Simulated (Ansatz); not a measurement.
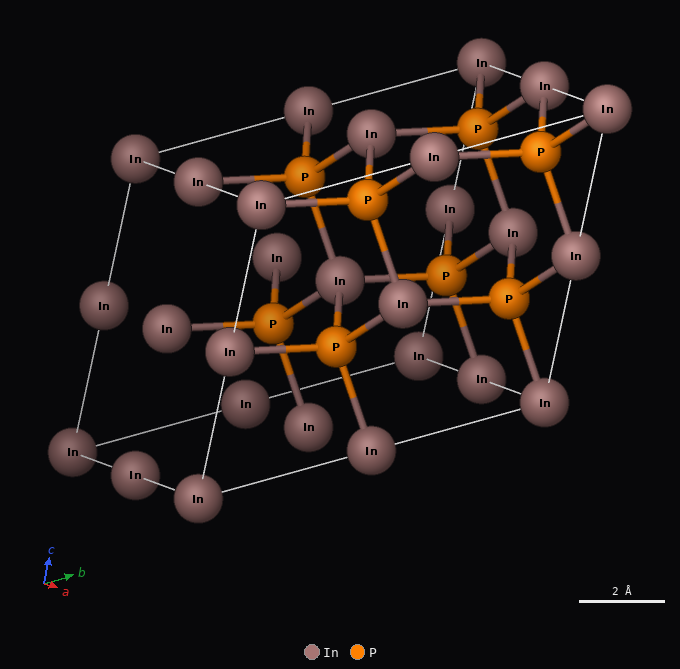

Figure 1. The starting structure (ball-and-stick view of the cell of the calculation, seen slightly off an axis). An atom can appear more than once, as a periodic image. Near neighbours in the periodic cell (some may lie outside the picture): In has 4 P at 2.66 Å; P has 4 In at 2.66 Å.

## InP: molecular dynamics (part 1 of 5)

InP (16 atoms in the cell), computed with DFT PBE, scalar-relativistic, plane waves, PAW, no spin polarisation (Ansatz 0.2.0).

The structure derives from an entry of the Crystallography Open Database. It belongs to a series of runs on one base structure; here: dynamics (NVT, Langevin thermostat) at 1500 K, volume × 1.1.

Input
```yaml
crystal:
  lattice:
    - [-6.1524601116, -6.1524601116, 0.0]
    - [0.0, -6.1524601116, 6.1524601116]
    - [-6.1524601116, 0.0, 6.1524601116]
  atoms:
    - { symbol: In, position: [0.5, 0.0, 0.0] }
    - { symbol: In, position: [0.0, 0.0, 0.0] }
    - { symbol: In, position: [0.5, 0.5, 0.0] }
    - { symbol: In, position: [0.0, 0.5, 0.0] }
    - { symbol: In, position: [0.5, 0.0, 0.5] }
    - { symbol: In, position: [0.0, 0.0, 0.5] }
    - { symbol: In, position: [0.5, 0.5, 0.5] }
    - { symbol: In, position: [0.0, 0.5, 0.5] }
    - { symbol: P, position: [0.375, 0.375, 0.375] }
    - { symbol: P, position: [0.875, 0.375, 0.375] }
    - { symbol: P, position: [0.375, 0.875, 0.375] }
    - { symbol: P, position: [0.875, 0.875, 0.375] }
    - { symbol: P, position: [0.375, 0.375, 0.875] }
    - { symbol: P, position: [0.875, 0.375, 0.875] }
    - { symbol: P, position: [0.375, 0.875, 0.875] }
    - { symbol: P, position: [0.875, 0.875, 0.875] }
basis:
  ecutwfc: 420
kpoints:
  mp_grid: { grid: [2, 2, 2], shift: [0.5, 0.5, 0.5] }
hamiltonian:
  xc: pbe
scf:
  occupations: { method: fermi_dirac, width: 0.1293 }
  lower_state_search: "off"
  convergence: { dr2_threshold: 1.0e-07 }
output:
  forces: true
  stress: true
md:
  timestep: 3.0
  n_steps: 172
  ensemble: nvt_langevin
  temperature: 1500.0
  initial_velocities: maxwell_boltzmann
  seed: 25518
  friction: 0.02
```

Command:
```bash
ansatz run input.yaml --threads 4 --pin off --max-ram 9216MiB --backend cpu --events-out ev --progress --plain --runs-dir out
```

What the program printed
```
Warning: md: disabling space-group detection — thermal motion breaks the input geometry's symmetry, so no spatial operation reduces the k-mesh or symmetrises the density; time reversal is kept, so that k and −k are solved as one point where they differ and the mesh holds both, and exact exchange and, on two spinor components, a DFT+U term hold to it where the run has them: on two components no moment then forms, and a state that bears one, which a typed moment (crystal.atoms[].spin; refused beside efield: under a hybrid functional) reaches, can lie lower, under hf by electronvolts; crystal.symmetry.detect: false (a key that needs symmetry detection or time reversal refuses this as the deck is read) with time_reversal: false beside it drops time reversal too
Warning: output.stress: scf.convergence.dr2_threshold = 1e-7 eV (the SCF's general default) is looser than the 1.6e-9 eV advised for a printed stress (1e-10 eV for each atom of the cell: 16). What an SCF threshold leaves in a stress goes as its square root, and in the free energy as the threshold itself, and one threshold admits the most on a small cell: of the crystals measured, under no hybrid functional and no lock of the moments, on runs that ended without the residual-converged pass, on stresses that held no estimate of that error, the worst erred by over 100 MPa in a component at 1e-7 eV an atom and by under 5 at 1e-10. Set scf.convergence.dr2_threshold to 1.6e-9 eV or tighter. The threshold is an SCF's pass mark: one that does not reach it within its budget of iterations ends unconverged, or closes short of it on a stop that the run arms, and scf.convergence.dr2_threshold's page says what that costs each kind of run
band count auto-derived: 89 (N_el = 144.0; filled up to band 72; 88 by the electrons, moments and atoms)
Engine: ansatz 0.2.0, x86_64-unknown-linux-gnu
Pseudopotentials: kind: paw
Pseudopotential: In, paw, valence charge 13, recommended cutoff 420 eV (normal), In.paw.azcp
Pseudopotential: P, paw, valence charge 5, recommended cutoff 420 eV (normal), P.paw.azcp
Functional definition: PBE
  parameter kappa = 0.804
  parameter beta = 0.06672455060314922
  exchange = pbe_x(kappa = kappa, mu = beta*pi^2/3)
  correlation = pbe_c(beta = beta)
Crystal: 16 atoms, lattice volume = 465.775 Å³
Basis set: ecut = 420 eV, 9185 PW (Γ), exchange–correlation on 120×120×120 points (8 copies of the dense FFT grid, shifted against one another)
Bands: 89, of which v1, the nominal top of the filled ones, is band 72 counted from 1 (71 counted from 0)
Symmetry: 1 space group operations
k-points: 4 of 8 (time reversal used)
Non-local potential: In, projectors of the file, l = 0: 2, l = 1: 2, l = 2: 2, l = 3: 2
Non-local potential: P, projectors of the file, l = 0: 2, l = 1: 2, l = 2: 2
PAW form: soft (Blöchl's): semilocal exchange-correlation on the pseudo side does not see the compensation charge
PAW one-centre angular grid: In, 590 points (default); XC on 64 Gauss nodes
PAW one-centre angular grid: P, 110 points (default); XC on 64 Gauss nodes
Initial density: superposition of atomic densities (neutral atoms: chi_scale 0, normalization atom), corrected by the library's trained network
Initial wavefunctions: pseudopotential atomic-orbital guess
Functional: x = pbe(κ = 0.804, μ = 0.2195149727645171), c = pbe(β = 0.06672455060314922)
SCF iter   1: F=—  HF=-50831.421191 eV  |F-HF|=—  |Δ(HF+E_count)|=         —  Δρ=2.42e-3  dr2=4.54e-2  ethr=1.77e-3  ⟨swp⟩=7.8  Hψ=1570  notcnv=0
preconditioner: auto → Resta (q_TF=auto, 2.243 Å⁻¹)  ε∞=3.6  [insulator: Δε(μ)=1.237 eV  Ē_g=12.882 eV  σ=0.129 eV  W_gap=0.98  n_scr=88 (ndim 8)  ℏωp=20.6 eV  f_vac=0.049  D(μ)=0.12/eV (n_scr^D=0)  ε∞_Penn≈3.6]
SCF iter   2: F=—  HF=-50831.400078 eV  |F-HF|=—  |Δ(HF+E_count)|=   2.11e-2  Δρ=1.31e-3  dr2=9.55e-3  ethr=3.15e-5  ⟨swp⟩=2.0  Hψ=696  notcnv=0
SCF iter   3: F=—  HF=-50831.400495 eV  |F-HF|=—  |Δ(HF+E_count)|=   4.17e-4  Δρ=4.58e-4  dr2=1.41e-3  ethr=6.63e-6  ⟨swp⟩=3.0  Hψ=693  notcnv=0
SCF iter   4: F=—  HF=-50831.401245 eV  |F-HF|=—  |Δ(HF+E_count)|=   7.51e-4  Δρ=1.82e-4  dr2=2.15e-4  ethr=9.77e-7  ⟨swp⟩=2.0  Hψ=469  notcnv=0
SCF iter   5: F=—  HF=-50831.401568 eV  |F-HF|=—  |Δ(HF+E_count)|=   3.23e-4  Δρ=4.20e-5  dr2=1.05e-5  ethr=1.49e-7  ⟨swp⟩=3.0  Hψ=710  notcnv=0
SCF iter   6: F=—  HF=-50831.401767 eV  |F-HF|=—  |Δ(HF+E_count)|=   1.98e-4  Δρ=7.93e-6  dr2=4.49e-7  ethr=7.29e-9  ⟨swp⟩=2.5  Hψ=665  notcnv=0
SCF iter   7: F=-50831.401767 eV  HF=-50831.401767 eV  |F-HF|=2.74e-9  |Δ(HF+E_count)|=   4.31e-7  Δρ=2.79e-6  dr2=7.79e-8  ethr=6.94e-11  ⟨swp⟩=5.0  Hψ=1174  notcnv=0
SCF 1 converged in 7 iterations: F = -50831.401767 eV  dr2 = 7.79e-8
  greatest PAW one-centre occupation: 0.982 electrons in one spin orbital (limit 2), on the In atom at site 7 (counted from 0), in its partial waves of l = 2
md step     0: t =     0.00 fs  T =  1406.2 K  F+E_penalty+E_count = -50831.40176727 eV  E_kin = 2.908350 eV  P_inst = -3.8489 GPa  (7 SCF iters)
Initial density: handed on by an earlier stage of this run
Initial wavefunctions: those handed on with the density
iter 1 solved again at ethr=6.59e-6 eV; its pass at ethr=3.10e-3 eV (dr2=9.48e-3 eV) is discarded
SCF iter   1: F=—  HF=-50831.366730 eV  |F-HF|=—  |Δ(HF+E_count)|=         —  Δρ=1.48e-3  dr2=9.60e-3  ethr=6.59e-6  ⟨swp⟩=2.2  Hψ=2308  notcnv=0
preconditioner: auto → Resta (q_TF=auto, 2.243 Å⁻¹)  ε∞=3.6  [insulator: Δε(μ)=1.227 eV  Ē_g=12.870 eV  σ=0.129 eV  W_gap=0.98  n_scr=88 (ndim 8)  ℏωp=20.6 eV  f_vac=0.035  D(μ)=0.12/eV (n_scr^D=0)  ε∞_Penn≈3.6]
SCF iter   2: F=—  HF=-50831.365243 eV  |F-HF|=—  |Δ(HF+E_count)|=   1.49e-3  Δρ=7.77e-4  dr2=2.47e-3  ethr=6.59e-6  ⟨swp⟩=2.0  Hψ=644  notcnv=0
SCF iter   3: F=—  HF=-50831.364997 eV  |F-HF|=—  |Δ(HF+E_count)|=   2.45e-4  Δρ=1.48e-4  dr2=1.44e-4  ethr=1.72e-6  ⟨swp⟩=2.2  Hψ=485  notcnv=0
SCF iter   4: F=—  HF=-50831.364985 eV  |F-HF|=—  |Δ(HF+E_count)|=   1.20e-5  Δρ=3.50e-5  dr2=8.99e-6  ethr=9.98e-8  ⟨swp⟩=3.0  Hψ=732  notcnv=0
SCF iter   5: F=—  HF=-50831.365238 eV  |F-HF|=—  |Δ(HF+E_count)|=   2.53e-4  Δρ=1.41e-5  dr2=1.48e-6  ethr=6.24e-9  ⟨swp⟩=2.8  Hψ=619  notcnv=0
SCF iter   6: F=—  HF=-50831.365240 eV  |F-HF|=—  |Δ(HF+E_count)|=   1.32e-6  Δρ=3.59e-6  dr2=1.05e-7  ethr=1.03e-9  ⟨swp⟩=2.5  Hψ=611  notcnv=0
SCF iter   7: F=-50831.365240 eV  HF=-50831.365240 eV  |F-HF|=7.28e-9  |Δ(HF+E_count)|=   8.22e-8  Δρ=1.14e-6  dr2=1.01e-8  ethr=6.94e-11  ⟨swp⟩=5.0  Hψ=1080  notcnv=0
SCF 2 converged in 7 iterations: F = -50831.365240 eV  dr2 = 1.01e-8
[... from here on the iterations of each SCF are left out, up to the last one ...]
md step     1: t =     3.00 fs  T =  1390.2 K  F+E_penalty+E_count = -50831.36523980 eV  E_kin = 2.875115 eV  P_inst = -3.8293 GPa  (7 SCF iters)
[... from here on the SCF iterations and repeated set-up lines of each step are left out, up to the last step ...]
SCF 3 converged in 6 iterations: F = -50831.259932 eV  dr2 = 9.32e-8
md step     2: t =     6.00 fs  T =  1423.7 K  F+E_penalty+E_count = -50831.25993162 eV  E_kin = 2.944356 eV  P_inst = -3.7385 GPa  (6 SCF iters)
SCF 4 converged in 6 iterations: F = -50831.098335 eV  dr2 = 8.48e-8
md step     3: t =     9.00 fs  T =  1292.4 K  F+E_penalty+E_count = -50831.09833451 eV  E_kin = 2.672845 eV  P_inst = -3.6848 GPa  (6 SCF iters)
SCF 5 converged in 6 iterations: F = -50830.918115 eV  dr2 = 9.06e-8
md step     4: t =    12.00 fs  T =  1055.0 K  F+E_penalty+E_count = -50830.91811510 eV  E_kin = 2.181852 eV  P_inst = -3.6694 GPa  (6 SCF iters)
SCF 6 converged in 5 iterations: F = -50830.751603 eV  dr2 = 6.70e-8
md step     5: t =    15.00 fs  T =   999.8 K  F+E_penalty+E_count = -50830.75160339 eV  E_kin = 2.067782 eV  P_inst = -3.5801 GPa  (5 SCF iters)
SCF 7 converged in 5 iterations: F = -50830.582453 eV  dr2 = 6.32e-8
md step     6: t =    18.00 fs  T =   994.8 K  F+E_penalty+E_count = -50830.58245339 eV  E_kin = 2.057415 eV  P_inst = -3.4634 GPa  (5 SCF iters)
SCF 8 converged in 5 iterations: F = -50830.424515 eV  dr2 = 9.25e-8
md step     7: t =    21.00 fs  T =   876.7 K  F+E_penalty+E_count = -50830.42451492 eV  E_kin = 1.813063 eV  P_inst = -3.4117 GPa  (5 SCF iters)
SCF 9 converged in 5 iterations: F = -50830.305186 eV  dr2 = 7.04e-8
md step     8: t =    24.00 fs  T =   959.5 K  F+E_penalty+E_count = -50830.30518622 eV  E_kin = 1.984407 eV  P_inst = -3.3026 GPa  (5 SCF iters)
SCF 10 converged in 5 iterations: F = -50830.199051 eV  dr2 = 2.86e-8
md step     9: t =    27.00 fs  T =   910.4 K  F+E_penalty+E_count = -50830.19905124 eV  E_kin = 1.882889 eV  P_inst = -3.2741 GPa  (5 SCF iters)
SCF 11 converged in 6 iterations: F = -50830.122679 eV  dr2 = 6.11e-8
md step    10: t =    30.00 fs  T =   982.5 K  F+E_penalty+E_count = -50830.12267901 eV  E_kin = 2.031902 eV  P_inst = -3.2252 GPa  (6 SCF iters)
SCF 12 converged in 5 iterations: F = -50830.084567 eV  dr2 = 7.32e-8
md step    11: t =    33.00 fs  T =   925.9 K  F+E_penalty+E_count = -50830.08456677 eV  E_kin = 1.914886 eV  P_inst = -3.2682 GPa  (5 SCF iters)
SCF 13 converged in 5 iterations: F = -50830.058682 eV  dr2 = 4.68e-8
md step    12: t =    36.00 fs  T =   816.1 K  F+E_penalty+E_count = -50830.05868171 eV  E_kin = 1.687787 eV  P_inst = -3.3343 GPa  (5 SCF iters)
SCF 14 converged in 5 iterations: F = -50830.054100 eV  dr2 = 3.13e-8
md step    13: t =    39.00 fs  T =   852.1 K  F+E_penalty+E_count = -50830.05409994 eV  E_kin = 1.762377 eV  P_inst = -3.3427 GPa  (5 SCF iters)
SCF 15 converged in 5 iterations: F = -50830.051955 eV  dr2 = 6.13e-8
md step    14: t =    42.00 fs  T =   985.5 K  F+E_penalty+E_count = -50830.05195537 eV  E_kin = 2.038225 eV  P_inst = -3.3031 GPa  (5 SCF iters)
SCF 16 converged in 5 iterations: F = -50830.031943 eV  dr2 = 7.99e-8
md step    15: t =    45.00 fs  T =  1066.4 K  F+E_penalty+E_count = -50830.03194337 eV  E_kin = 2.205577 eV  P_inst = -3.2669 GPa  (5 SCF iters)
SCF 17 converged in 6 iterations: F = -50830.008307 eV  dr2 = 1.24e-8
md step    16: t =    48.00 fs  T =  1326.0 K  F+E_penalty+E_count = -50830.00830672 eV  E_kin = 2.742440 eV  P_inst = -3.1405 GPa  (6 SCF iters)
SCF 18 converged in 5 iterations: F = -50829.935321 eV  dr2 = 7.64e-8
md step    17: t =    51.00 fs  T =  1384.9 K  F+E_penalty+E_count = -50829.93532056 eV  E_kin = 2.864180 eV  P_inst = -3.0822 GPa  (5 SCF iters)
SCF 19 converged in 5 iterations: F = -50829.797385 eV  dr2 = 5.48e-8
md step    18: t =    54.00 fs  T =  1299.9 K  F+E_penalty+E_count = -50829.79738535 eV  E_kin = 2.688463 eV  P_inst = -3.0485 GPa  (5 SCF iters)
SCF 20 converged in 5 iterations: F = -50829.618375 eV  dr2 = 5.27e-8
md step    19: t =    57.00 fs  T =  1095.5 K  F+E_penalty+E_count = -50829.61837472 eV  E_kin = 2.265707 eV  P_inst = -3.0282 GPa  (5 SCF iters)
SCF 21 converged in 7 iterations: F = -50829.443346 eV  dr2 = 1.78e-8
md step    20: t =    60.00 fs  T =   979.8 K  F+E_penalty+E_count = -50829.44334579 eV  E_kin = 2.026290 eV  P_inst = -2.9451 GPa  (7 SCF iters)
SCF 22 converged in 5 iterations: F = -50829.303199 eV  dr2 = 4.74e-8
md step    21: t =    63.00 fs  T =   823.8 K  F+E_penalty+E_count = -50829.30319925 eV  E_kin = 1.703806 eV  P_inst = -2.8924 GPa  (5 SCF iters)
SCF 23 converged in 5 iterations: F = -50829.214372 eV  dr2 = 9.26e-8
md step    22: t =    66.00 fs  T =   870.5 K  F+E_penalty+E_count = -50829.21437203 eV  E_kin = 1.800365 eV  P_inst = -2.7807 GPa  (5 SCF iters)
SCF 24 converged in 5 iterations: F = -50829.185376 eV  dr2 = 6.47e-8
md step    23: t =    69.00 fs  T =   730.9 K  F+E_penalty+E_count = -50829.18537600 eV  E_kin = 1.511626 eV  P_inst = -2.8123 GPa  (5 SCF iters)
SCF 25 converged in 5 iterations: F = -50829.208713 eV  dr2 = 6.20e-8
md step    24: t =    72.00 fs  T =   750.9 K  F+E_penalty+E_count = -50829.20871340 eV  E_kin = 1.553013 eV  P_inst = -2.8208 GPa  (5 SCF iters)
SCF 26 converged in 5 iterations: F = -50829.277779 eV  dr2 = 6.92e-8
md step    25: t =    75.00 fs  T =   754.9 K  F+E_penalty+E_count = -50829.27777926 eV  E_kin = 1.561332 eV  P_inst = -2.8766 GPa  (5 SCF iters)
SCF 27 converged in 5 iterations: F = -50829.362694 eV  dr2 = 6.50e-8
md step    26: t =    78.00 fs  T =   811.2 K  F+E_penalty+E_count = -50829.36269423 eV  E_kin = 1.677667 eV  P_inst = -2.9186 GPa  (5 SCF iters)
SCF 28 converged in 5 iterations: F = -50829.467736 eV  dr2 = 6.84e-8
md step    27: t =    81.00 fs  T =   834.3 K  F+E_penalty+E_count = -50829.46773550 eV  E_kin = 1.725442 eV  P_inst = -2.9852 GPa  (5 SCF iters)
SCF 29 converged in 5 iterations: F = -50829.562296 eV  dr2 = 8.44e-8
md step    28: t =    84.00 fs  T =   707.6 K  F+E_penalty+E_count = -50829.56229580 eV  E_kin = 1.463375 eV  P_inst = -3.1007 GPa  (5 SCF iters)
SCF 30 converged in 5 iterations: F = -50829.632095 eV  dr2 = 6.37e-8
md step    29: t =    87.00 fs  T =   829.8 K  F+E_penalty+E_count = -50829.63209532 eV  E_kin = 1.716142 eV  P_inst = -3.0702 GPa  (5 SCF iters)
SCF 31 converged in 7 iterations: F = -50829.676558 eV  dr2 = 1.17e-8
md step    30: t =    90.00 fs  T =  1089.5 K  F+E_penalty+E_count = -50829.67655808 eV  E_kin = 2.253168 eV  P_inst = -2.9478 GPa  (7 SCF iters)
SCF 32 converged in 6 iterations: F = -50829.661237 eV  dr2 = 1.45e-8
md step    31: t =    93.00 fs  T =  1171.7 K  F+E_penalty+E_count = -50829.66123714 eV  E_kin = 2.423178 eV  P_inst = -2.8658 GPa  (6 SCF iters)
SCF 33 converged in 5 iterations: F = -50829.610459 eV  dr2 = 8.23e-8
md step    32: t =    96.00 fs  T =  1040.9 K  F+E_penalty+E_count = -50829.61045882 eV  E_kin = 2.152702 eV  P_inst = -2.8655 GPa  (5 SCF iters)
SCF 34 converged in 5 iterations: F = -50829.542471 eV  dr2 = 7.21e-8
md step    33: t =    99.00 fs  T =  1149.6 K  F+E_penalty+E_count = -50829.54247058 eV  E_kin = 2.377502 eV  P_inst = -2.7467 GPa  (5 SCF iters)
SCF 35 converged in 5 iterations: F = -50829.464809 eV  dr2 = 5.69e-8
md step    34: t =   102.00 fs  T =  1171.1 K  F+E_penalty+E_count = -50829.46480899 eV  E_kin = 2.422057 eV  P_inst = -2.6706 GPa  (5 SCF iters)
SCF 36 converged in 5 iterations: F = -50829.414520 eV  dr2 = 9.39e-8
md step    35: t =   105.00 fs  T =  1376.0 K  F+E_penalty+E_count = -50829.41452047 eV  E_kin = 2.845852 eV  P_inst = -2.5361 GPa  (5 SCF iters)
SCF 37 converged in 5 iterations: F = -50829.381403 eV  dr2 = 9.87e-8
md step    36: t =   108.00 fs  T =  1340.8 K  F+E_penalty+E_count = -50829.38140281 eV  E_kin = 2.772928 eV  P_inst = -2.5328 GPa  (5 SCF iters)
SCF 38 converged in 5 iterations: F = -50829.370959 eV  dr2 = 8.47e-8
md step    37: t =   111.00 fs  T =  1455.4 K  F+E_penalty+E_count = -50829.37095862 eV  E_kin = 3.010027 eV  P_inst = -2.4745 GPa  (5 SCF iters)
SCF 39 converged in 6 iterations: F = -50829.380448 eV  dr2 = 1.52e-8
md step    38: t =   114.00 fs  T =  1516.2 K  F+E_penalty+E_count = -50829.38044838 eV  E_kin = 3.135672 eV  P_inst = -2.4650 GPa  (6 SCF iters)
SCF 40 converged in 5 iterations: F = -50829.372090 eV  dr2 = 4.68e-8
md step    39: t =   117.00 fs  T =  1400.3 K  F+E_penalty+E_count = -50829.37208953 eV  E_kin = 2.896021 eV  P_inst = -2.5398 GPa  (5 SCF iters)
SCF 41 converged in 7 iterations: F = -50829.318421 eV  dr2 = 2.42e-8
md step    40: t =   120.00 fs  T =  1338.9 K  F+E_penalty+E_count = -50829.31842054 eV  E_kin = 2.769007 eV  P_inst = -2.5641 GPa  (7 SCF iters)
SCF 42 converged in 5 iterations: F = -50829.241400 eV  dr2 = 7.48e-8
```
